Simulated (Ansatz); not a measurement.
**Geometry relaxation of W (part 2 of 3)**

W (slab, 20 atoms in the cell); DFT PBE+D3(BJ), scalar-relativistic, plane waves, PAW, no spin polarisation (Ansatz 0.2.0); cutoff 420 eV, 3×3×1 k-mesh, Gaussian smearing of 0.1 eV. The structure derives from an entry of the Crystallography Open Database. The input holds or restrains some coordinates. Forces given for the steps count only the free coordinates. It belongs to a series of runs on one base structure; here: clean slab, lower planes held.

Geometry of the input (Å; fractional positions):
```
6.3187  0.0000  0.0000
0.0000  6.3187  0.0000
0.0000  0.0000  22.3187
W  0.2500  0.7500  0.3584
W  0.2500  0.2500  0.3584
W  0.7500  0.7500  0.3584
W  0.7500  0.2500  0.3584
W  0.5000  0.5000  0.4292
W  0.5000  0.0000  0.4292
W  0.0000  0.5000  0.4292
W  0.0000  0.0000  0.4292
W  0.7500  0.2500  0.5000
W  0.7500  0.7500  0.5000
W  0.2500  0.2500  0.5000
W  0.2500  0.7500  0.5000
W  0.0000  0.0000  0.5708
W  0.0000  0.5000  0.5708
W  0.5000  0.0000  0.5708
W  0.5000  0.5000  0.5708
W  0.2500  0.7500  0.6416
W  0.2500  0.2500  0.6416
W  0.7500  0.7500  0.6416
W  0.7500  0.2500  0.6416
```

Output, continued
```
SCF iter   1: F=—  HF=-207684.988655 eV  |F-HF|=—  |Δ(HF+E_count)|=         —  Δρ=3.75e-6  dr2=2.83e-7  ethr=1.02e-10  p=0.034 e·Å  D=6.99e-3 V/Å  ΔV_dip=-0.16 eV  dr2_dipole=1.06e-8  V_vac-E_F(+/−)=4.07/4.22 eV  ⟨swp⟩=1.0  Hψ=1188  notcnv=0
efield: sawtooth ramp at fractional position 0.9800 (handed on by an earlier solve), width 0.0400; the density the first Hamiltonian is built on has a dipole p = 0.034 e·Å; the dipole correction subtracts the counter field D = 6.99e-3 V/Å, which shifts the + side's vacuum level by -0.16 eV against the − side's; the planar-averaged density in the ramp window peaks in size at 8.4e-7 e/Å³
preconditioner: auto → LDOS  [metal: Δε(μ)=0.011 eV  Ē_g=4.260 eV  σ=0.100 eV  W_gap=0.06  n_scr=178 (ndim 8)  ℏωp=13.6 eV  f_vac=0.550  D(μ)=28.34/eV (n_scr^D=220)  β→1.0]
SCF iter   2: F=—  HF=-207684.988685 eV  |F-HF|=—  |Δ(HF+E_count)|=   3.06e-5  Δρ=2.76e-6  dr2=2.05e-7  ethr=1.01e-10  p=0.035 e·Å  D=7.02e-3 V/Å  ΔV_dip=-0.16 eV  dr2_dipole=2.08e-8  V_vac-E_F(+/−)=4.07/4.22 eV  ⟨swp⟩=2.7  Hψ=823  notcnv=0
SCF iter   3: F=-207684.988685 eV  HF=-207684.988686 eV  |F-HF|=2.44e-8  |Δ(HF+E_count)|=   8.67e-9  Δρ=9.16e-7  dr2=3.60e-8  ethr=3.57e-11  p=0.035 e·Å  D=7.02e-3 V/Å  ΔV_dip=-0.16 eV  dr2_dipole=2.23e-9  V_vac-E_F(+/−)=4.07/4.22 eV  ⟨swp⟩=11.0  Hψ=4001  notcnv=0
SCF 6 converged in 3 iterations: F = -207684.988685 eV  dr2 = 3.60e-8
relax step   6: F+E_penalty+E_count = -207684.98868548 eV  Δ(F+E_penalty+E_count) = -1.283e-7 eV  max|allowed force component| = 4.291e-3 eV/Å  Δτ_max = 0.0000 Å  (3 SCF iters, accepted)
```

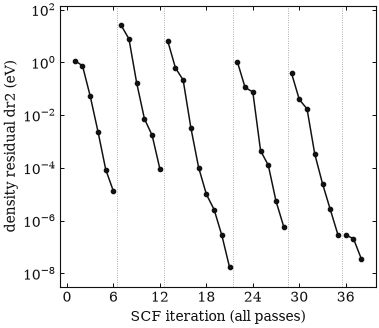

**Figure 1.** Convergence of the self-consistent field: density residual dr2 against the SCF iteration. The dotted lines part the SCF passes of the relaxation: geometry steps, rejected trials and re-solves on a re-selected basis. The 6 passes take 3 to 9 iterations each, 38 in all.

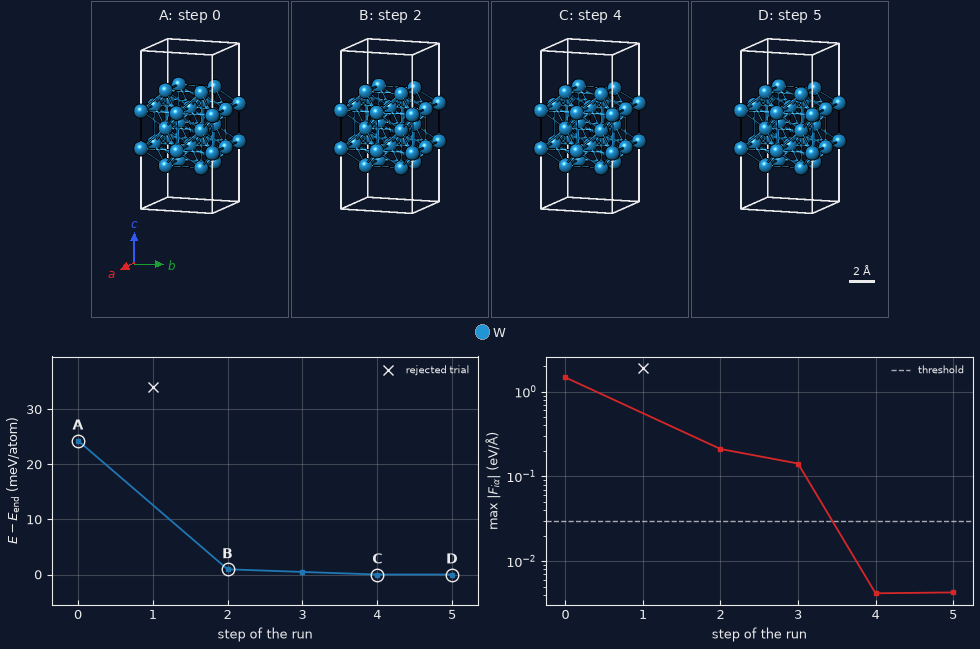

**Figure 2.** Frames of the restrained relaxation (ball-and-stick view of the cell of the calculation, with the vacuum cut short, seen slightly off an axis) above the curves, on which the letters mark them (the first geometry is step 0 here and step 1 in the log).

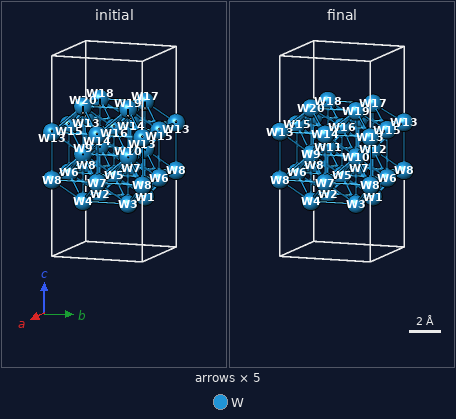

**Figure 3.** Before (left) and after (right) the restrained relaxation, at one scale (ball-and-stick view of the cell of the calculation, with the vacuum cut short, seen slightly off an axis). The white arrows give the displacements, magnified 5 times. The energy falls by 24.3 meV per atom in 5 geometry steps. The largest force component goes from 1.5 to 0.0043 eV/Å. The line search rejected the trial step at point 1 (counted from 0) and went back. The largest moves, 0.13 Å, are those of W17, W18, W19 and W20. The cell doesn't change. Distances before and after: W10–W19 3.159 → 3.052 Å, W13–W17 2.736 → 2.640 Å, W5–W16 3.159 → 3.198 Å, W10–W13 2.736 → 2.774 Å. (Atoms are counted from 1 in the order of the input.)

```
WARN: The output density's exchange-correlation potential varies sharply where the density is thin. Do not read a vacuum level from v_tot or v_xc, or from such a field of the output density. On a cell that repeats whose density bears no net charge and no dipole along the vacuum's axis use v_es (v_loc + v_h of the components); under efield.dipole_correction with no amplitude use v_es + v_field, which holds any external_charges[].barrier, or the levels of the report's work_function block, which leave it out; under a non-zero efield.amplitude the vacuum is tilted and has no level; on a cell that repeats and bears such a dipole with no correction it is tilted too, and efield.dipole_correction with no amplitude gives each side of its ramp a level where efield: is served; in a cell that repeats whose density bears a net charge (total_charge, or a fill off its count) it is curved and has none; of a slab under crystal.periodic whose density bears no net charge use v_es, which has a level on each side, short of where the two are joined; of another it falls or rises all the way out and has none; of a slab beside external_charges read slab_vacuum_level instead, which it has where they leave it neutral. The grid or the basis barely resolves most such structure, and the values can differ between equally converged runs; as a rule a tighter scf.convergence.dr2_threshold does not remove it. Where the density itself ripples (under the LDA too) a higher basis.ecutwfc lessens it. The files hold the spikes' plane waves up to the density's cutoff. Files: v_tot_of_output_density and the like, and their columns of v_z.tsv (output.write_potential); v_xc_of_output_density and the like, and their columns of v_comp_z.tsv (output.write_potential_components). Measured: with its Gaussian average of σ = 0.25 Å subtracted twice, the exchange-correlation potential is over 0.1 eV at 328 of the grid points where the equally averaged density (valence and model cores) is under 1e-3 e/Å³, and 0.723 eV at the most among them, at an averaged density of 5.1e-8 e/Å³. See output.write_potential in the manual, Limitations
SCF converged after 3 iterations
Free energy (F): -207684.988685 eV
Harris-Foulkes:  -207684.988686 eV  (|F-HF|=2.44e-8)
Internal energy: -207684.846988 eV  (E = F + TS)
E sigma→0 (E₀):  -207684.917837 eV
Entropy (-TS):   -0.141698 eV (-7.085 meV/atom)
Fermi energy:    5.453243 eV
Dipole field:    D = 0.006987 V/Å  (p = 0.034407 e·Å, saw-weighted, corrected)
Work function:   Φ+ = 4.0681 eV   Φ− = 4.2240 eV
Levels:          The Fermi level and band energies are counted from a zero that moves with the ramp; work functions are not
--- Per-component energies (eV) ---
  E_band       = -6358.139421
  E_kinetic    = 8963.774170
  E_local      = -293875.117549  (includes V_loc(G=0)·N_el)
  E_nonlocal   = 32.484560
  E_hartree    = 142881.453477
  E_xc         = -5312.315087
  E_vxc        = -4740.891984  (∫ρ·V_xc dr)
  E_paw        = -171252.315406  (= ΣΔE_a)
  E_vpaw       = -2501.326743  (= ΣTr[D̂ρ^β])
  E_aug_tail   = -0.001150  (compensation charges beyond the density's cutoff)
  E_efield     = 0.000120  (sawtooth field / dipole correction)
  E_vefield    = 0.047895  (∫n·V_field dr)
  E_ewald      = 110886.631804
  E_disp       = -9.441928  (pairwise vdW)
  E_smearing   = -0.141698  (= −TS)
  E_closure    = 0.000000  (closes the sum)
  Σ components = -207684.988685   (vs F -207684.988685, Δ=0.00e0)
--- Forces (eV/Å), atoms counted from 1 ---
  atom   1  W      0.00000000    -0.00000000     1.29664669
  atom   2  W      0.00000000     0.00000000     1.29664669
  atom   3  W      0.00000000     0.00000000     1.29664669
  atom   4  W      0.00000000     0.00000000     1.29664669
  atom   5  W      0.00000000    -0.00000000    -1.30219222
  atom   6  W      0.00000000     0.00000000    -1.30219222
  atom   7  W      0.00000000    -0.00000000    -1.30219222
  atom   8  W      0.00000000    -0.00000000    -1.30219222
  atom   9  W      0.00000000     0.00000000     0.00429053
  atom  10  W      0.00000000     0.00000000     0.00429053
  atom  11  W      0.00000000    -0.00000000     0.00429053
  atom  12  W      0.00000000     0.00000000     0.00429053
  atom  13  W      0.00000000     0.00000000     0.00265962
  atom  14  W     -0.00000000     0.00000000     0.00265962
  atom  15  W      0.00000000    -0.00000000     0.00265962
  atom  16  W      0.00000000    -0.00000000     0.00265962
  atom  17  W      0.00000000    -0.00000000    -0.00131509
  atom  18  W      0.00000000     0.00000000    -0.00131509
  atom  19  W      0.00000000     0.00000000    -0.00131509
  atom  20  W      0.00000000    -0.00000000    -0.00131509
  max |Σ_I F_I| component: 3.58e-4 eV/Å
--- Band table (eV) ---
  k-point 0: bands = ["-68.6048", "-68.5641", "-68.5641", "-68.5548", "-68.5357", "-68.5151", "-68.5151", "-68.5063", "-68.3988", "-68.3476", "-68.3476", "-68.3381", "-68.3225", "-68.3104", "-68.3104", "-68.3012", "-68.2966", "-68.2966", "-68.2869", "-68.2160", "-33.4351", "-33.4351", "-33.3972", "-33.3972", "-33.3354", "-33.3354", "-33.1655", "-33.1655", "-33.1249", "-33.1249", "-33.0908", "-33.0231", "-33.0231", "-33.0062", "-33.0037", "-33.0037", "-32.9368", "-32.9069", "-32.8302", "-32.8302",
      "-32.8183", "-32.8103", "-32.8103", "-32.8024", "-32.8024", "-32.7581", "-32.7581", "-32.7088", "-32.7088", "-32.6685", "-32.6096", "-32.6057", "-32.6057", "-32.5600", "-32.5600", "-32.5349", "-32.5349", "-32.5043", "-32.5043", "-32.4989", "-32.4870", "-32.4055", "-32.4055", "-32.3972", "-32.3972", "-32.3486", "-32.3486", "-32.2684", "-32.2684", "-32.2524", "-32.2524", "-32.2291", "-32.2261", "-32.2261", "-32.1184", "-32.1184", "-32.0834", "-32.0834", "-32.0831", "-32.0831",
      "-3.4177", "-1.5679", "-0.4790", "-0.4790", "-0.3573", "-0.3573", "-0.1688", "-0.0221", "0.0774", "0.1515", "0.2581", "0.2581", "0.6757", "1.0638", "1.1262", "1.1262", "1.1717", "1.1717", "1.3572", "1.4430", "1.9613", "1.9613", "2.0757", "2.3011", "2.3011", "2.4534", "2.4534", "2.5017", "2.5017", "2.7864", "2.7864", "2.9638", "3.0170", "3.0498", "3.0498", "3.1861", "3.1861", "3.5681", "3.5681", "3.9987",
      "3.9987", "4.0154", "4.0154", "4.3146", "4.3146", "4.3175", "4.3175", "4.4647", "4.4647", "4.5396", "4.7653", "4.7653", "5.0553", "5.1871", "5.1871", "5.1888", "5.4029", "5.4565", "5.4565", "5.4633", "5.5065", "5.5065", "5.6530", "5.6530", "6.4396", "6.4396", "6.7400", "6.7400", "6.9829", "6.9829", "7.0115", "7.0115", "7.1153", "7.1153", "7.1543", "7.1543", "7.1626", "7.1855", "7.1855", "7.2163",
      "7.2249", "7.3725", "7.6791", "7.6791", "7.8093", "7.8093", "8.0213", "8.1226"]
  k-point 1: bands = ["-68.5948", "-68.5744", "-68.5618", "-68.5571", "-68.5313", "-68.5212", "-68.5129", "-68.5085", "-68.3859", "-68.3510", "-68.3452", "-68.3405", "-68.3401", "-68.3278", "-68.3081", "-68.3035", "-68.2942", "-68.2893", "-68.2581", "-68.2270", "-33.3768", "-33.3630", "-33.3265", "-33.3163", "-33.2852", "-33.2804", "-33.2340", "-33.2043", "-33.1849", "-33.1644", "-33.0839", "-33.0801", "-33.0141", "-32.9928", "-32.9883", "-32.9843", "-32.9761", "-32.9673", "-32.8938", "-32.8549",
      "-32.8239", "-32.8114", "-32.8099", "-32.8088", "-32.8030", "-32.7595", "-32.7495", "-32.7447", "-32.7240", "-32.7109", "-32.6632", "-32.6493", "-32.6463", "-32.5985", "-32.5760", "-32.5593", "-32.5554", "-32.5371", "-32.4268", "-32.4078", "-32.4036", "-32.3861", "-32.3785", "-32.3292", "-32.3215", "-32.3192", "-32.3149", "-32.3122", "-32.3043", "-32.2675", "-32.2642", "-32.2147", "-32.1925", "-32.1734", "-32.1391", "-32.1337", "-32.1306", "-32.1223", "-32.0941", "-32.0934",
      "-2.8064", "-1.3099", "-1.1463", "-0.5394", "0.0935", "0.1505", "0.1544", "0.2540", "0.2892", "0.3712", "0.5488", "0.6199", "0.8511", "0.9462", "1.0783", "1.1427", "1.1572", "1.4508", "1.4578", "1.4991", "1.7582", "1.9176", "1.9381", "2.2435", "2.2528", "2.2690", "2.4006", "2.4534", "2.5472", "2.6286", "2.8560", "2.9835", "2.9844", "3.0042", "3.1266", "3.2232", "3.2440", "3.3863", "3.5599", "3.6601",
      "3.7020", "3.8382", "3.8634", "3.8648", "3.9255", "4.0374", "4.1333", "4.3448", "4.3723", "4.3894", "4.6174", "4.6303", "4.6563", "4.7360", "4.8648", "4.8921", "5.3698", "5.4165", "5.5005", "5.5759", "5.5902", "5.7606", "5.8075", "5.8498", "5.9093", "5.9765", "6.2174", "6.2717", "6.4412", "6.5173", "6.5709", "6.6891", "6.7042", "6.7382", "6.7521", "6.7655", "6.8996", "7.0427", "7.0468", "7.2519",
      "7.2566", "7.2797", "7.3505", "7.4578", "7.6001", "7.6373", "7.6802", "7.8627"]
  k-point 2: bands = ["-68.5866", "-68.5701", "-68.5701", "-68.5614", "-68.5272", "-68.5181", "-68.5181", "-68.5118", "-68.3742", "-68.3431", "-68.3431", "-68.3403", "-68.3400", "-68.3400", "-68.3315", "-68.3225", "-68.2744", "-68.2621", "-68.2621", "-68.2361", "-33.3104", "-33.3104", "-33.3055", "-33.2512", "-33.2512", "-33.2304", "-33.1981", "-33.1923", "-33.1333", "-33.1217", "-33.1217", "-33.1184", "-33.0515", "-33.0458", "-32.9996", "-32.9996", "-32.9754", "-32.9754", "-32.9681", "-32.8895",
      "-32.8846", "-32.8782", "-32.8298", "-32.8298", "-32.8076", "-32.7598", "-32.7590", "-32.7590", "-32.7422", "-32.6866", "-32.6866", "-32.6673", "-32.6575", "-32.6505", "-32.6106", "-32.6106", "-32.4485", "-32.4485", "-32.4382", "-32.4076", "-32.3795", "-32.3795", "-32.3632", "-32.3437", "-32.3305", "-32.3282", "-32.2927", "-32.2927", "-32.2880", "-32.2768", "-32.2768", "-32.2529", "-32.1518", "-32.1498", "-32.1498", "-32.1376", "-32.1188", "-32.1188", "-32.1100", "-32.0925",
      "-2.2350", "-0.8708", "-0.8708", "-0.6457", "-0.1986", "0.1002", "0.1002", "0.7914", "0.8385", "0.8385", "0.8634", "0.8864", "1.1656", "1.3571", "1.4965", "1.4965", "1.5438", "1.5438", "1.6400", "1.6527", "1.7501", "1.7501", "1.8243", "1.8437", "2.2534", "2.3279", "2.3279", "2.5053", "2.6263", "2.6263", "2.7168", "2.7321", "2.8570", "2.9372", "2.9601", "2.9601", "3.0174", "3.0948", "3.0948", "3.1534",
      "3.1772", "3.3158", "3.4595", "3.5216", "3.5216", "3.5816", "3.6241", "3.6241", "3.8357", "4.1534", "4.1534", "4.5074", "4.8881", "4.8881", "4.9910", "5.0310", "5.0310", "5.1399", "5.2641", "5.2641", "5.3381", "5.3459", "5.4450", "5.6078", "5.6268", "5.6991", "5.7259", "5.7259", "6.3381", "6.4252", "6.5418", "6.5418", "6.7155", "6.8615", "6.8615", "7.0065", "7.0332", "7.0376", "7.0376", "7.1850",
      "7.3471", "7.3471", "7.5541", "7.5654", "7.7708", "7.7708", "8.0323", "8.0328"]
--- Relaxed structure (6 steps of the walk, 5 accepted, 0 SCFs on fresh bases) ---
  F+E_penalty+E_count = -207684.98868548 eV   max|allowed force component| = 4.291e-3 eV/Å
  atoms:
    - { symbol: W, position: [0.25, 0.7500000000000001, 0.3584430142] }
    - { symbol: W, position: [0.25, 0.25, 0.3584430142] }
    - { symbol: W, position: [0.7500000000000001, 0.7500000000000001, 0.3584430142] }
    - { symbol: W, position: [0.7500000000000001, 0.25, 0.3584430142] }
    - { symbol: W, position: [0.5, 0.5, 0.4292215071] }
    - { symbol: W, position: [0.5, 0.0, 0.4292215071] }
    - { symbol: W, position: [0.0, 0.5, 0.4292215071] }
    - { symbol: W, position: [0.0, 0.0, 0.4292215071] }
    - { symbol: W, position: [0.7500000000000001, 0.25, 0.4988136937646529] }
    - { symbol: W, position: [0.7500000000000001, 0.7500000000000001, 0.4988136937646529] }
    - { symbol: W, position: [0.25, 0.25, 0.4988136937646529] }
    - { symbol: W, position: [0.25, 0.7500000000000001, 0.4988136937646529] }
    - { symbol: W, position: [-1.752577218389844e-33, 1.523980189904212e-34, 0.5725173852847166] }
    - { symbol: W, position: [-2.529807115240992e-33, 0.5, 0.5725173852847166] }
    - { symbol: W, position: [0.5, -1.523980189904212e-34, 0.5725173852847167] }
    - { symbol: W, position: [0.5, 0.5, 0.5725173852847166] }
    - { symbol: W, position: [0.25, 0.7500000000000001, 0.6355471199051215] }
    - { symbol: W, position: [0.25, 0.25, 0.6355471199051215] }
    - { symbol: W, position: [0.7500000000000001, 0.7500000000000001, 0.6355471199051215] }
    - { symbol: W, position: [0.7500000000000001, 0.25, 0.6355471199051215] }
```
